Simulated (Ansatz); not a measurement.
# Run report: MoS₂, geometry relaxation (part 1 of 3)

System: MoS₂ (6 atoms in the cell).
Method: DFT r2SCAN, scalar-relativistic, plane waves, PAW (Ansatz 0.2.0).

The structure derives from a Materials Project entry. The run did not end well. It belongs to a series of runs on one base structure; here: relaxed at -3 GPa. Figures and captions count atoms from 1; the log counts them from 0 in places.

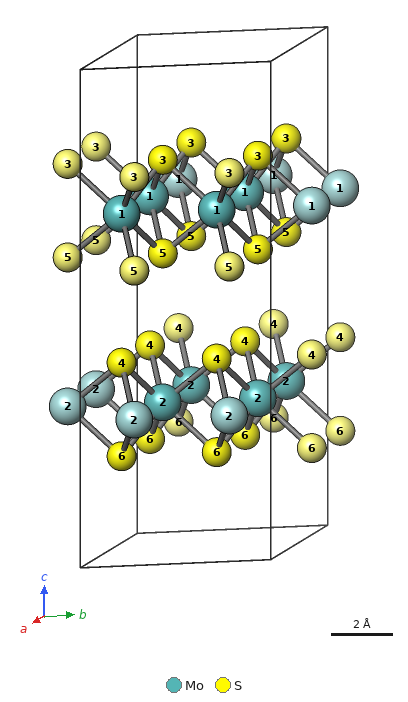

Fig. 1: The starting structure (ball-and-stick view of the 2 × 2 repeat of the cell, with the vacuum cut short, seen slightly off an axis; neighbours outside the cell are drawn fainter; atoms are numbered from 1 in the order of the input). An atom can appear more than once, as a periodic image. Near neighbours in the periodic cell (some may lie outside the picture): Mo has 6 S at 2.43 Å; S has 3 Mo at 2.43 Å.

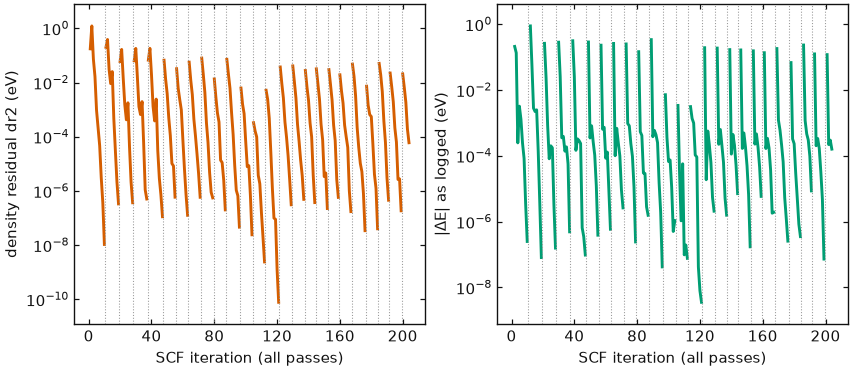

Fig. 2: Convergence of the self-consistent field: density residual dr2 and size of the energy change against the SCF iteration. Dotted lines part the SCF passes that the log prints in full.

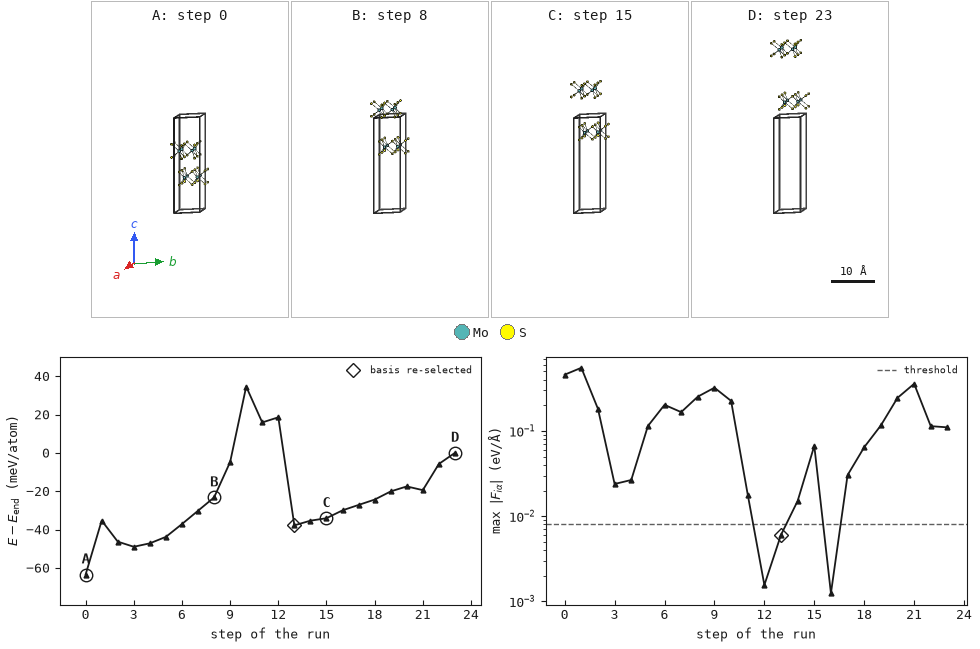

Fig. 3: Frames of the relaxation (ball-and-stick view of the 2 × 2 repeat of the cell, with the vacuum cut short, with bonded neighbours outside it, seen slightly off an axis) above the curves, on which the letters mark them (the first geometry is step 0 here and step 1 in the log).

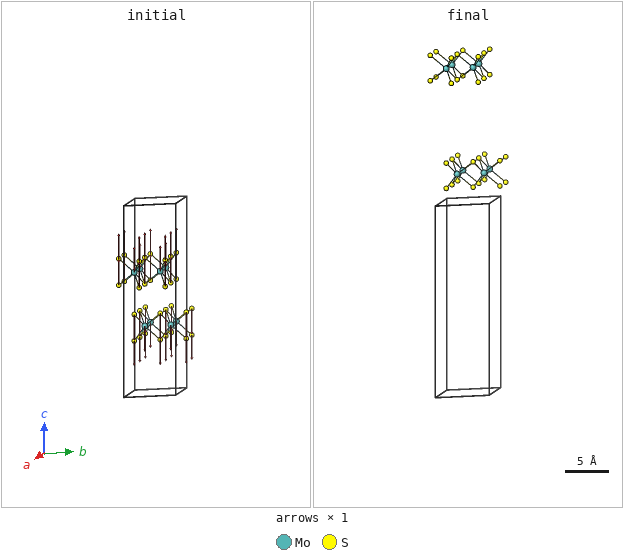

Fig. 4: Before (left) and after (right) the relaxation, at one scale (ball-and-stick view of the 2 × 2 repeat of the cell, with the vacuum cut short, with bonded neighbours outside it, seen slightly off an axis). The red arrows give the displacements (without the part carried along by the change of the cell), at true length. The run was cut off at its time limit before the relaxation converged, so the last structure is only a point on the way. The energy rises by 63.5 meV per atom in 22 geometry steps. Largest force component: 0.46 eV/Å at the start, 0.11 eV/Å at the end. The basis was re-selected once at an unchanged geometry, which shifts the energy a little without any move. The largest moves relative to the cell, 3.14 Å, are those of S4 and S5. Largest moves by element: S 3.14 Å, Mo 3.07 Å. In the plane the drawn cell goes a 6.428 → 6.641 Å (+3.3 %), b 6.428 → 6.641 Å (+3.3 %). Among the contacts that change: Mo1–S3 2.429 → 2.438 Å. Among the angles that change: S4–Mo2–S6 80.4° → 76.3°, Mo2–S4–Mo2 82.8° → 85.8°, S4–Mo2–S4 82.8° → 85.8°. The space group stays P-3m1 (No. 164). (Atoms are counted from 1 in the order of the input.)

The input and output of the run follow.

Input file:
```yaml
crystal:
  lattice:
    - [3.2142187405, 0.0, 0.0]
    - [-1.6071093702, 2.7835950826, 0.0]
    - [0.0, 0.0, 21.901108001]
  atoms:
    - { symbol: Mo, position: [0.6666666667, 0.3333333333, 0.1496969569] }
    - { symbol: Mo, position: [0.3333333333, 0.6666666667, 0.8503030431] }
    - { symbol: S, position: [0.3333333333, 0.6666666667, 0.2212357847] }
    - { symbol: S, position: [0.6666666667, 0.3333333333, 0.9218760996] }
    - { symbol: S, position: [0.3333333333, 0.6666666667, 0.0781239004] }
    - { symbol: S, position: [0.6666666667, 0.3333333333, 0.7787642153] }
basis:
  ecutwfc: 500
kpoints:
  mp_grid: { grid: [12, 12, 2] }
hamiltonian:
  xc: r2scan
scf:
  occupations: { method: gaussian, width: 0.02 }
output:
  forces: true
  stress: true
  eigenvalues: true
relax:
  adjacent_minimum: "off"
  f_tol: 0.008
  max_steps: 50
  cell: { stress_tol: 0.08, p_target: -3.0 }
```

Command:
```bash
ansatz run input.yaml --threads 1 --pin off --max-ram 2560MiB --backend cpu --events-out ev --progress --plain --runs-dir out
```

Log:
```
Engine: ansatz 0.2.0, aarch64-unknown-linux-gnu
Pseudopotentials: kind: paw
Pseudopotential: Mo, paw, valence charge 14, recommended cutoff 500 eV (meta_gga), Mo.paw.azcp
Pseudopotential: S, paw, valence charge 6, recommended cutoff 500 eV (meta_gga), S.paw.azcp
Functional definition: r2SCAN
  parameter k0 = 0.174
  parameter k1 = 0.065
  parameter a1 = 4.9479
  exchange = r2scan_x(k0 = k0, k1 = k1, a1 = a1)
  correlation = r2scan_c
Crystal: 6 atoms, lattice volume = 195.951 Å³
Basis set: ecut = 500 eV, 4981 PW (Γ), exchange–correlation on 96×96×640 points (64 copies of the dense FFT grid, shifted against one another)
Bands: 32, of which v1, the nominal top of the filled ones, is band 26 counted from 1 (25 counted from 0)
Symmetry: 12 space group operations
Space group: P-3m1 (ITA 164), of the structure as read, at distance tolerance 5.8e-5 Å
k-points: 38 of 288
Non-local potential: Mo, projectors of the file, l = 0: 3, l = 1: 2, l = 2: 2, l = 3: 1
Non-local potential: S, projectors of the file, l = 0: 2, l = 1: 2, l = 2: 2
PAW form: soft (Blöchl's): semilocal exchange-correlation on the pseudo side does not see the compensation charge
PAW frozen core: Mo, regenerated for the run's functional (the file was generated under x = pbe(κ = 0.804, μ = 0.2195149727645171), c = pbe(β = 0.06672455060314922))
PAW frozen core: S, regenerated for the run's functional (the file was generated under x = pbe(κ = 0.804, μ = 0.2195149727645171), c = pbe(β = 0.06672455060314922))
PAW one-centre angular grid: Mo, 590 points (default); XC on 160 Gauss nodes
PAW one-centre angular grid: S, 302 points (default); XC on 160 Gauss nodes
Initial density: superposition of atomic densities (neutral atoms: chi_scale 0, normalization atom), corrected by the library's trained network
Initial wavefunctions: pseudopotential atomic-orbital guess
Functional: x = r2scan, c = r2scan; τ floored in thin density (d = 2e-4 eV/Å³)
SCF iter   1: F=—  HF=-13564.163047 eV  |F-HF|=—  |Δ(HF+E_count)|=         —  Δρ=7.59e-3  dr2=1.76e-1  dr2_τ=9.86e-2  ethr=1.77e-3  ⟨swp⟩=9.1  Hψ=6218  notcnv=0
preconditioner: auto → none  [insulator: Δε(μ)=1.364 eV  Ē_g=8.033 eV  σ=0.020 eV  W_gap=1.00  n_scr=14 (ndim 8)  ℏωp=15.9 eV  f_vac=0.414  D(μ)=0.00/eV (n_scr^D=0)  ε∞_Penn≈4.9]
SCF iter   2: F=—  HF=-13564.373667 eV  |F-HF|=—  |Δ(HF+E_count)|=   2.11e-1  Δρ=1.11e-2  dr2=1.23e0  dr2_τ=4.01e-2  ethr=3.38e-4  ⟨swp⟩=3.6  Hψ=3008  notcnv=0  defer=68  recentre
SCF iter   3: F=—  HF=-13564.238170 eV  |F-HF|=—  |Δ(HF+E_count)|=   1.35e-1  Δρ=4.75e-3  dr2=7.31e-2  dr2_τ=1.08e-3  ethr=3.38e-4  ⟨swp⟩=5.3  Hψ=3078  notcnv=0  defer=68
SCF iter   4: F=—  HF=-13564.238418 eV  |F-HF|=—  |Δ(HF+E_count)|=   2.48e-4  Δρ=3.13e-3  dr2=1.67e-2  dr2_τ=9.23e-4  ethr=1.41e-4  ⟨swp⟩=2.4  Hψ=1848  notcnv=0  defer=58
SCF iter   5: F=—  HF=-13564.241649 eV  |F-HF|=—  |Δ(HF+E_count)|=   3.23e-3  Δρ=1.20e-3  dr2=9.49e-4  dr2_τ=9.91e-5  ethr=3.22e-5  ⟨swp⟩=2.4  Hψ=1823  notcnv=0  defer=58
SCF iter   6: F=—  HF=-13564.242940 eV  |F-HF|=—  |Δ(HF+E_count)|=   1.29e-3  Δρ=4.42e-4  dr2=2.11e-4  dr2_τ=2.26e-5  ethr=1.83e-6  ⟨swp⟩=2.8  Hψ=2569  notcnv=0  defer=58
SCF iter   7: F=—  HF=-13564.243186 eV  |F-HF|=—  |Δ(HF+E_count)|=   2.45e-4  Δρ=1.64e-4  dr2=4.66e-5  dr2_τ=2.26e-6  ethr=4.05e-7  ⟨swp⟩=2.7  Hψ=2090  notcnv=0  defer=58
SCF iter   8: F=—  HF=-13564.243269 eV  |F-HF|=—  |Δ(HF+E_count)|=   8.32e-5  Δρ=4.18e-5  dr2=3.06e-6  dr2_τ=3.24e-7  ethr=8.96e-8  ⟨swp⟩=2.4  Hψ=1950  notcnv=0  defer=58
SCF iter   9: F=—  HF=-13564.243272 eV  |F-HF|=—  |Δ(HF+E_count)|=   3.36e-6  Δρ=1.34e-5  dr2=3.66e-7  dr2_τ=2.84e-8  ethr=5.89e-9  ⟨swp⟩=2.7  Hψ=2465  notcnv=0  defer=58
SCF iter  10: F=-13564.243273 eV  HF=-13564.243273 eV  |F-HF|=2.14e-8  |Δ(HF+E_count)|=   2.50e-7  Δρ=2.77e-6  dr2=1.06e-8  dr2_τ=1.09e-9  ethr=1.92e-10  ⟨swp⟩=11.7  Hψ=6327  notcnv=0
SCF 1 converged in 10 iterations: F = -13564.243273 eV  dr2 = 1.06e-8
  greatest PAW one-centre occupation: 0.996 electrons in one spin orbital (limit 2), on the Mo atom at site 1 (counted from 0), in its partial waves of l = 0
relax step   1: F+E_penalty+E_count = -13564.24327255 eV  Δ(F+E_penalty+E_count) = +0.000e0 eV  max|allowed force component| = 4.583e-1 eV/Å  Δτ_max = 0.0000 Å  P = -2.271 GPa  Ω = 195.951 Å³  (10 SCF iters, dr2 threshold 1.00e-7 eV, accepted)
Crystal: 6 atoms, lattice volume = 213.907 Å³
Basis set: ecut = 500 eV, 5345 PW (Γ), exchange–correlation on 96×96×640 points (64 copies of the dense FFT grid, shifted against one another)
Initial density: handed on by an earlier stage of this run
Initial wavefunctions: those handed on with the density
iter 1 solved again at ethr=3.78e-4 eV; its pass at ethr=3.10e-3 eV (dr2=1.97e-1 eV) is discarded
SCF iter   1: F=—  HF=-13563.241106 eV  |F-HF|=—  |Δ(HF+E_count)|=         —  Δρ=9.39e-3  dr2=2.00e-1  dr2_τ=4.59e-1  ethr=3.78e-4  ⟨swp⟩=1.2  Hψ=8048  notcnv=0
preconditioner: auto → none  [insulator: Δε(μ)=0.569 eV  Ē_g=7.845 eV  σ=0.020 eV  W_gap=1.00  n_scr=14 (ndim 8)  ℏωp=15.2 eV  f_vac=0.462  D(μ)=0.00/eV (n_scr^D=0)  ε∞_Penn≈4.8]
SCF iter   2: F=—  HF=-13564.128600 eV  |F-HF|=—  |Δ(HF+E_count)|=   8.87e-1  Δρ=8.47e-3  dr2=3.89e-1  dr2_τ=3.39e-2  ethr=3.78e-4  ⟨swp⟩=3.4  Hψ=2818  notcnv=0  defer=2
SCF iter   3: F=—  HF=-13564.071835 eV  |F-HF|=—  |Δ(HF+E_count)|=   5.68e-2  Δρ=4.10e-3  dr2=3.03e-2  dr2_τ=1.94e-3  ethr=3.78e-4  ⟨swp⟩=3.0  Hψ=2176  notcnv=0  defer=62
SCF iter   4: F=—  HF=-13564.074653 eV  |F-HF|=—  |Δ(HF+E_count)|=   2.82e-3  Δρ=1.19e-3  dr2=9.15e-3  dr2_τ=4.15e-4  ethr=5.83e-5  ⟨swp⟩=2.9  Hψ=1936  notcnv=0  defer=64
SCF iter   5: F=—  HF=-13564.076870 eV  |F-HF|=—  |Δ(HF+E_count)|=   2.22e-3  Δρ=1.13e-3  dr2=2.54e-2  dr2_τ=2.93e-4  ethr=1.76e-5  ⟨swp⟩=4.0  Hψ=2194  notcnv=0  defer=66  recentre
SCF iter   6: F=—  HF=-13564.074371 eV  |F-HF|=—  |Δ(HF+E_count)|=   2.50e-3  Δρ=5.05e-4  dr2=4.73e-4  dr2_τ=2.74e-5  ethr=1.76e-5  ⟨swp⟩=3.2  Hψ=1920  notcnv=0  defer=66
SCF iter   7: F=—  HF=-13564.074510 eV  |F-HF|=—  |Δ(HF+E_count)|=   1.39e-4  Δρ=1.37e-4  dr2=3.06e-5  dr2_τ=2.11e-6  ethr=9.09e-7  ⟨swp⟩=2.1  Hψ=1910  notcnv=0  defer=64
SCF iter   8: F=—  HF=-13564.074513 eV  |F-HF|=—  |Δ(HF+E_count)|=   3.65e-6  Δρ=2.69e-5  dr2=2.14e-6  dr2_τ=2.55e-7  ethr=5.88e-8  ⟨swp⟩=2.1  Hψ=1895  notcnv=0  defer=64
SCF iter   9: F=-13564.074513 eV  HF=-13564.074513 eV  |F-HF|=1.60e-7  |Δ(HF+E_count)|=   8.11e-8  Δρ=1.11e-5  dr2=3.33e-7  dr2_τ=1.47e-8  ethr=1.15e-9  ⟨swp⟩=12.0  Hψ=6252  notcnv=0
SCF 2 converged in 9 iterations: F = -13564.074513 eV  dr2 = 3.33e-7
relax step   2: F+E_penalty+E_count = -13564.07451323 eV  Δ(F+E_penalty+E_count) = +1.688e-1 eV  max|allowed force component| = 5.524e-1 eV/Å  Δτ_max = 0.1425 Å  P = -1.522 GPa  Ω = 213.907 Å³  energy of the carried Pulay correction = -2.291e-3 eV  (9 SCF iters, dr2 threshold 6.00e-7 eV, accepted)
[... from here on the SCF iterations and repeated set-up lines of each step are left out, up to the last step ...]
SCF 3 converged in 9 iterations: F = -13564.140371 eV  dr2 = 3.67e-7
relax step   3: F+E_penalty+E_count = -13564.14037072 eV  Δ(F+E_penalty+E_count) = -6.586e-2 eV  max|allowed force component| = 1.819e-1 eV/Å  Δτ_max = 0.0518 Å  P = -1.907 GPa  Ω = 221.731 Å³  energy of the carried Pulay correction = -3.228e-3 eV  (9 SCF iters, dr2 threshold 6.00e-7 eV, accepted)
SCF 4 converged in 9 iterations: F = -13564.156460 eV  dr2 = 5.04e-7
relax step   4: F+E_penalty+E_count = -13564.15646038 eV  Δ(F+E_penalty+E_count) = -1.609e-2 eV  max|allowed force component| = 2.386e-2 eV/Å  Δτ_max = 0.0558 Å  P = -1.977 GPa  Ω = 230.414 Å³  energy of the carried Pulay correction = -4.228e-3 eV  (9 SCF iters, dr2 threshold 6.00e-7 eV, accepted)
SCF 5 converged in 10 iterations: F = -13564.145645 eV  dr2 = 1.12e-7
relax step   5: F+E_penalty+E_count = -13564.14564481 eV  Δ(F+E_penalty+E_count) = +1.082e-2 eV  max|allowed force component| = 2.657e-2 eV/Å  Δτ_max = 0.0588 Å  P = -1.909 GPa  Ω = 240.370 Å³  energy of the carried Pulay correction = -5.326e-3 eV  (10 SCF iters, dr2 threshold 6.00e-7 eV, accepted)
SCF 6 converged in 8 iterations: F = -13564.125433 eV  dr2 = 5.88e-7
relax step   6: F+E_penalty+E_count = -13564.12543334 eV  Δ(F+E_penalty+E_count) = +2.021e-2 eV  max|allowed force component| = 1.143e-1 eV/Å  Δτ_max = 0.0573 Å  P = -1.750 GPa  Ω = 250.738 Å³  energy of the carried Pulay correction = -6.419e-3 eV  (8 SCF iters, dr2 threshold 6.00e-7 eV, accepted)
SCF 7 converged in 8 iterations: F = -13564.085306 eV  dr2 = 1.26e-7
```
